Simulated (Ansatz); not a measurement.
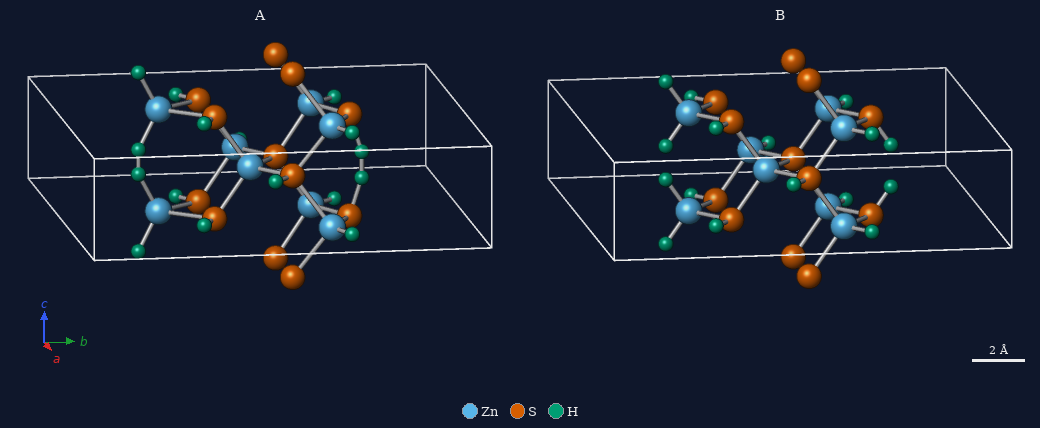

Two geometries of a wire of composition ZnH$_{2}$S, drawn at one scale. One is the start of a relaxation, the other its converged end. The picture is a ball-and-stick view of the cell of the calculation, with the vacuum cut short, seen from a free direction.

Theory: DFT PBE, scalar-relativistic, plane waves, PAW in Ansatz 0.2.0. Set-up: plane-wave cutoff 420 eV; k-point mesh 1 × 1 × 9; occupations gaussian; smearing width 0.05 eV; no spin polarisation; cell relaxed at fixed a, b, alpha, beta, gamma; force threshold 0.02 eV/Å; at most 45 steps.

> Which geometry has the lower energy?

Structure A is the relaxed one. Case: wire along [1 1 0], 10 atoms a period, capped with H. The largest moves relative to the centre of the atoms, 0.51 Å, are those of H atoms. By element the largest moves are H 0.51 Å, Zn 0.40 Å, S 0.29 Å. Along the periodic axis the drawn cell goes c 3.849 → 3.995 Å (+3.8 %). Near-neighbour distances that change, for instance: H–H 1.644 → 1.025 Å, H–H 1.318 → 0.957 Å, S–Zn 2.357 → 2.624 Å, S–Zn 2.357 → 2.578 Å. Among the angles between lasting bonds that change: H–S–H 109.5° → 144.6°, S–Zn–S 109.5° → 85.2°, S–Zn–H 109.5° → 133.6°. After 9 accepted moves (10 points after the start) the energy has fallen by 2.029 eV per cell of the calculation. Largest force component: 1.8 eV/Å at the start, 0.02 eV/Å at the end. The SCF was repeated once at an unchanged geometry on a basis and grid sized afresh for the cell, which shifted the energy by 8.2 meV per cell of the calculation at most. Cost: 3.3 min on 4 threads of Intel(R) Xeon(R) Platinum 8375C CPU @ 2.90GHz (Ice Lake), with other jobs on the host, peak memory 2.2 GiB.
